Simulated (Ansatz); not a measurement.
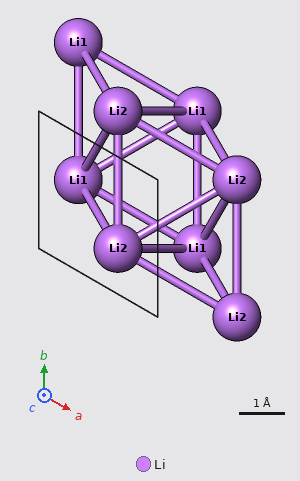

Energy scan for solid Li (P6_3/mmc), in which the cell is strained along y alone, with the atoms kept at their fractional coordinates. x, y and z are the Cartesian axes of the input. The picture shows the reference cell. A ball-and-stick model of the cell of the calculation, repeated 2 × 2 × 1 with one cell outlined, seen along the c axis.

Method: Ansatz 0.2.0, DFT PBEsol, scalar-relativistic, plane waves, PAW. (plane-wave cutoff 420 eV; k-point mesh 18 × 18 × 10; occupations gaussian; smearing width 0.15 eV; no spin polarisation). Energies (free energies at the smearing named) are counted from the cell as listed in its source, which wasn't relaxed.

Input
```yaml
crystal:
  lattice:
    - [3.1110021516, 0.0, 0.0]
    - [-1.5555010758, 2.6942068945, 0.0]
    - [0.0, 0.0, 5.093]
  atoms:
    - { symbol: Li, position: [0.3333333333, 0.6666666667, 0.25] }
    - { symbol: Li, position: [0.6666666667, 0.3333333333, 0.75] }
basis:
  ecutwfc: 420
kpoints:
  mp_grid: { grid: [18, 18, 10] }
hamiltonian:
  xc: pbesol
scf:
  occupations: { method: gaussian, width: 0.15 }
output:
  forces: true
  stress: true
  eigenvalues: true
```

Predict the energy profile (the strain: −0.040, −0.020, 0.000, 0.010, 0.030, 0.040).

```csv
strain,ΔE (meV/atom)
−0.040,−1.14
−0.020,−1.22
0.000,0.00
0.010,1.08
0.030,4.12
0.040,6.05
```

The lowest computed point lies at the strain −0.02 (−1.22 meV/atom). At the ends of the scan the energy is −1.14 meV/atom (−0.04) and 6.05 meV/atom (0.04). The unrelaxed reference is under a pressure of −0.7 GPa, which tilts the curve. The distortion takes the space group from P6_3/mmc to Cmcm. At the strain −0.04 the cell of the drawing goes b 3.111 → 3.018 Å, γ 120.0° → 121.0°.

The computed profile:

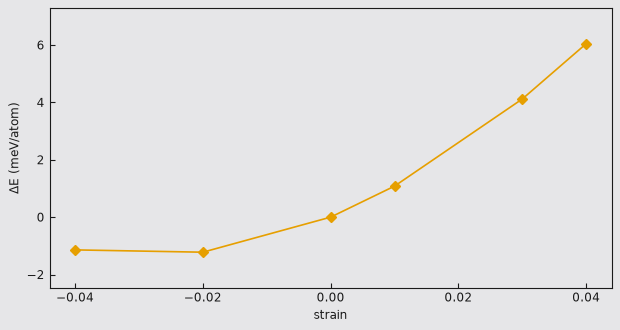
